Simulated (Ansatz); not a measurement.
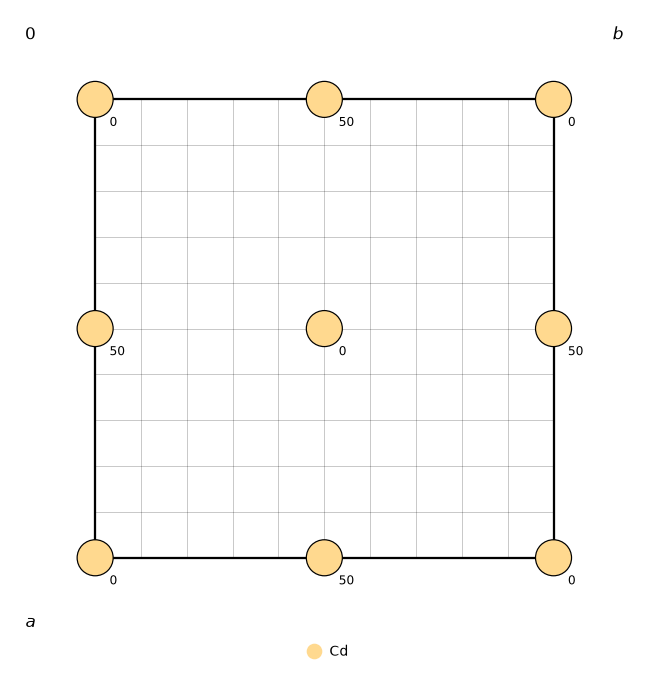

Plan of a unit cell projected along c (a down the page, b across); the numbers are heights in hundredths of c, and atoms on the cell's edges are repeated. The grid marks tenths of a and b. Source: the end point of a relaxation with DFT, revPBE, plane waves (420 eV) with PAW, scalar-relativistic (Ansatz); the starting structure was generated, so it need not be a known form of this composition. Symmetry computed with spglib at a tolerance of 0.002 Å; standard conventional cell.

a = 4.577 Å, b = 4.577 Å, c = 4.577 Å, α = 90.00°, β = 90.00°, γ = 90.00°.

Question: What does the cell contain?

Answer: 4 Cd: Cd, Z = 4.

Question: Which space group?

Answer: No. 225, Fm-3m, face-centred cubic.

Question: Give the independent sites, coordinates to two places.

Answer:
| atom | site | symmetry | x | y | z |
| --- | --- | --- | --- | --- | --- |
| Cd | 4a | m-3m | 0.00 | 0.00 | 0.00 |
